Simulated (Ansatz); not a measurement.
**B: 6 runs along one coordinate**

System: B (1 atom in the cell).
Method: Kohn-Sham DFT of a periodic cell, PBE, Ansatz PAW, no spin polarisation (Ansatz 0.2.0).

The 6 runs differ only in the geometry, by an even scaling of the cell at fixed fractional positions. The structure was built on a prototype by a generator; it need not be a known phase.

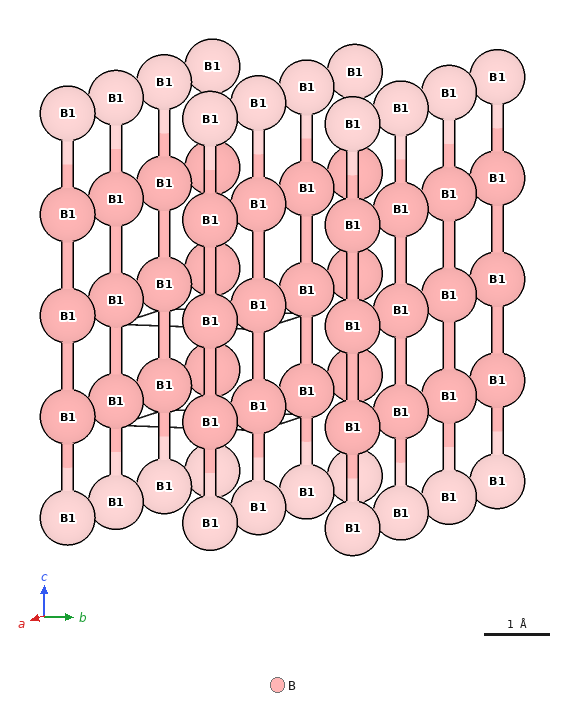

Figure 1. The structure of run 4 (ball-and-stick view of the cell of the calculation, repeated 4 × 3 × 3, seen slightly off an axis; neighbours outside the cell are drawn fainter; atoms are numbered from 1 in the order of the input).

## Input of run 4
```yaml
crystal:
  lattice:
    - [2.34611, 0.0, 0.0]
    - [0.0, 2.34611, 0.0]
    - [0.0, 0.0, 1.58579]
  atoms:
    - { symbol: B, position: [0.5, 0.5, 0.5] }
hamiltonian:
  xc: pbe
  pseudopotentials: { kind: paw }
kpoints:
  mp_grid: { grid: [11, 11, 16] }
scf:
  occupations: { method: fermi_dirac, width: 0.05 }
output:
  forces: true
  stress: true
  eigenvalues: true
```

Command:
```bash
ansatz run input.yaml --threads 2 --pin off --max-ram 5632MiB --backend cpu --events-out ev --progress --plain --runs-dir out
```

Run 3 differs from it as follows:
```diff
-    - [2.34611, 0.0, 0.0]
-    - [0.0, 2.34611, 0.0]
-    - [0.0, 0.0, 1.58579]
+    - [2.3303638209, 0.0, 0.0]
+    - [0.0, 2.3303638209, 0.0]
+    - [0.0, 0.0, 1.5751467934]
```

## Results, with one run withheld

| run | volume per atom (Å³) | free energy per atom, from the lowest run given (meV) | pressure (GPa) |
| --- | --- | --- | --- |
| 1 | 8.205 | 17.16 | 11.32 |
| 2 | 8.379 | 7.16 | 7.10 |
| 3 | 8.554 | ? | ? |
| 4 | 8.729 | 0.00 | −0.32 |
| 5 | 8.903 | 2.14 | −3.57 |
| 6 | 9.078 | 7.67 | −6.54 |

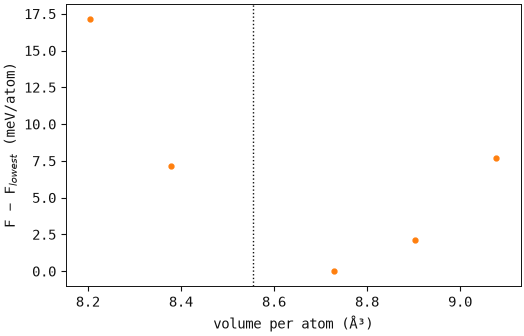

Figure 2. Free energy per atom of the runs given; the dotted line marks run 3.

What should run 3 give?

A cubic polynomial in V^(−2/3) (the Birch–Murnaghan form), fitted to the 5 runs given, misses them by under 0.01 meV per atom. With x = V^(−2/3) − 0.23734 Å⁻², it reads F = 0.22972 + 429.84 x + 1.8632e+05 x² − 1.7619e+05 x³ (meV per atom). At run 3 it gives 1.55 meV per atom, and the run itself gives 1.55. The slope of the fit gives a pressure −dF/dV of 3.22 GPa there, and the run prints 3.23 GPa. The fit has its minimum at 8.712 Å³ per atom, where V d²F/dV² gives 170 GPa. Cell shape and fractional positions are held, so this is the stiffness under even scaling; the relaxed bulk modulus wasn't computed.

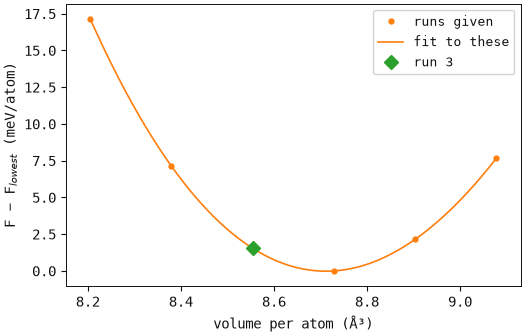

Figure 3. The fit and the withheld run.

## Output, shortened to warnings, some set-up lines, iterations and results (run 3)
```
Basis set: ecut = 420 eV, 161 PW (Γ), exchange–correlation on 32×32×24 points (8 copies of the dense FFT grid, shifted against one another)
Symmetry: 16 space group operations
k-points: 189 of 1936
Initial density: superposition of atomic densities (neutral atoms: chi_scale 0, normalization atom), corrected by the library's trained network
[...]
SCF iter   1: F=—  HF=-154.866973 eV  |F-HF|=—  |Δ(HF+E_count)|=         —  Δρ=5.29e-3  dr2=2.13e-3  ethr=1.77e-3  ⟨swp⟩=5.4  Hψ=9085  notcnv=0
SCF iter   2: F=—  HF=-154.866353 eV  |F-HF|=—  |Δ(HF+E_count)|=   6.21e-4  Δρ=2.46e-3  dr2=4.18e-4  ethr=7.09e-5  ⟨swp⟩=1.0  Hψ=2646  notcnv=0
SCF iter   3: F=—  HF=-154.866300 eV  |F-HF|=—  |Δ(HF+E_count)|=   5.32e-5  Δρ=4.34e-4  dr2=1.05e-5  ethr=1.39e-5  ⟨swp⟩=1.8  Hψ=1254  notcnv=0
SCF iter   4: F=—  HF=-154.866299 eV  |F-HF|=—  |Δ(HF+E_count)|=   8.80e-7  Δρ=1.27e-4  dr2=1.15e-6  ethr=3.50e-7  ⟨swp⟩=1.9  Hψ=1293  notcnv=0
SCF iter   5: F=—  HF=-154.866298 eV  |F-HF|=—  |Δ(HF+E_count)|=   3.30e-7  Δρ=4.23e-5  dr2=1.25e-7  ethr=3.84e-8  ⟨swp⟩=1.1  Hψ=1058  notcnv=0
SCF iter   6: F=-154.866298 eV  HF=-154.866298 eV  |F-HF|=1.45e-9  |Δ(HF+E_count)|=   4.32e-8  Δρ=6.42e-6  dr2=2.91e-9  ethr=3.33e-9  ⟨swp⟩=4.6  Hψ=3636  notcnv=0
SCF 1 converged in 6 iterations: F = -154.866298 eV  dr2 = 2.91e-9
SCF converged after 6 iterations
Free energy (F): -154.866298 eV
Harris-Foulkes:  -154.866298 eV  (|F-HF|=1.45e-9)
Internal energy: -154.864342 eV  (E = F + TS)
E sigma→0 (E₀):  -154.865320 eV
Entropy (-TS):   -0.001956 eV (-1.956 meV/atom)
Fermi energy:    7.874883 eV
--- Per-component energies (eV) ---
  E_band       = 5.203354
  E_kinetic    = 45.577908
  E_local      = -23.338413  (includes V_loc(G=0)·N_el)
  E_nonlocal   = 13.083849
  E_hartree    = 4.711422
  E_xc         = -31.151499
  E_vxc        = -36.819389  (∫ρ·V_xc dr)
  E_paw        = -78.634297  (= ΣΔE_a)
  E_vpaw       = -2.723245  (= ΣTr[D̂ρ^β])
  E_aug_tail   = -0.000003  (compensation charges beyond the density's cutoff)
  E_ewald      = -85.113309
  E_smearing   = -0.001956  (= −TS)
  E_closure    = 0.000000  (closes the sum)
  Σ components = -154.866298   (vs F -154.866298, Δ=0.00e0)
--- Forces (eV/Å), atoms counted from 1 ---
  atom   1  B      0.00000000     0.00000000     0.00000000
  max |Σ_I F_I| component: 1.28e-30 eV/Å
--- Stress (GPa, compression-positive) ---
        0.030118       0.000000       0.000000
        0.000000       0.030118       0.000000
        0.000000       0.000000       9.636035
  P = ⅓ Tr σ = 3.2321 GPa (32.321 kbar)
```
